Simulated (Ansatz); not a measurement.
Nb$_{3}$C$_{5}$

Input file:

```
crystal:
  lattice:
    - [2.9370254731, 0.0, 0.0]
    - [0.0, 3.0205692975, 0.0]
    - [0.0, 0.0, 8.826635705]
  atoms:
    - { symbol: Nb, position: [0.0, 0.5, 0.7255521316] }
    - { symbol: Nb, position: [0.0, 0.5, 0.2744478684] }
    - { symbol: Nb, position: [0.0, 0.0, 0.0] }
    - { symbol: C, position: [0.5, 0.0, 0.6492765019] }
    - { symbol: C, position: [0.5, 0.5, 0.0863562663] }
    - { symbol: C, position: [0.5, 0.5, 0.9136437337] }
    - { symbol: C, position: [0.5, 0.0, 0.3507234981] }
    - { symbol: C, position: [0.5, 0.0, 0.5] }
basis:
  ecutwfc: 420
kpoints:
  mp_grid: { grid: [10, 10, 4] }
hamiltonian:
  xc: pbe
scf:
  occupations: { method: gaussian, width: 0.1 }
output:
  forces: true
  stress: true
  eigenvalues: true
  write_density: true
  write_potential: true
  elf: true
  volumetric_format: npy
relax:
  adjacent_minimum: "off"
  f_tol: 0.01
  max_steps: 30
  cell: { stress_tol: 0.1, fix: [volume] }
```

Run with:

```sh
ansatz run input.yaml --threads 1 --pin off --max-ram 2560MiB --backend cpu --events-out ev --progress --plain --runs-dir out
```

Below, planes, directions and counts refer to the conventional cell (a = 2.94 Å, b = 3.02 Å, c = 8.81 Å, α = 90.00°, β = 90.00°, γ = 90.00°).

The fields are those of the run's last geometry, not of the input's.

Space group Pmmm; a generated structure, not necessarily the stable one; changed on purpose from its base cell (volume × 0.91, shape and atoms relaxed); computed pressure about 27 GPa in this cell; computed without spin polarisation.

The calculation used Ansatz 0.2.0, DFT PBE, scalar-relativistic, plane waves, PAW.

Q: Predict the valence pseudo-density and electron localisation function between the atoms.

A: C–C (1.33 Å): ρ at the midpoint is about 2.3 e/Å³; the ELF peaks at about 0.90 between the atoms.
Nb–C (2.21 Å): ρ at the midpoint is about 0.62 e/Å³; the ELF peaks at about 0.80 in the valence shell of C, 0.7 Å from its nucleus, and is about 0.30 at the midpoint.

Q: Does the calculation give a band gap?

A: It is gapless in this calculation (a metal or semimetal).

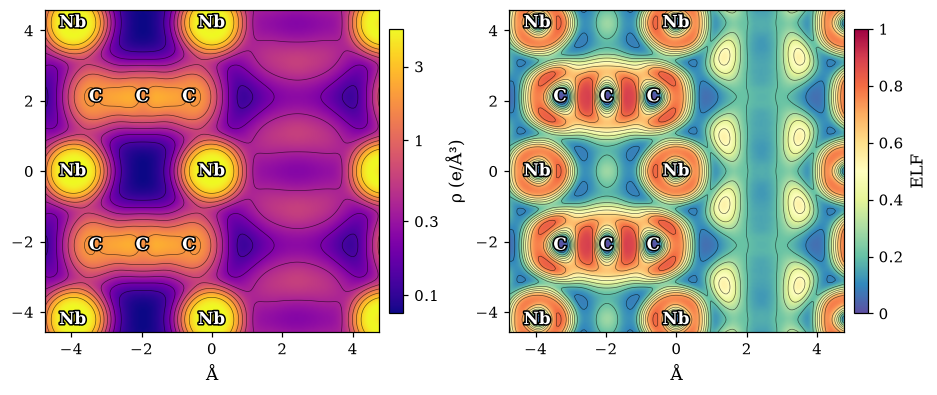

Computed valence pseudo-density and electron localisation function on the (11̄0) plane of the conventional cell, in this order. 

In a PAW calculation such maps are meaningful between the atoms, not at the nuclei.
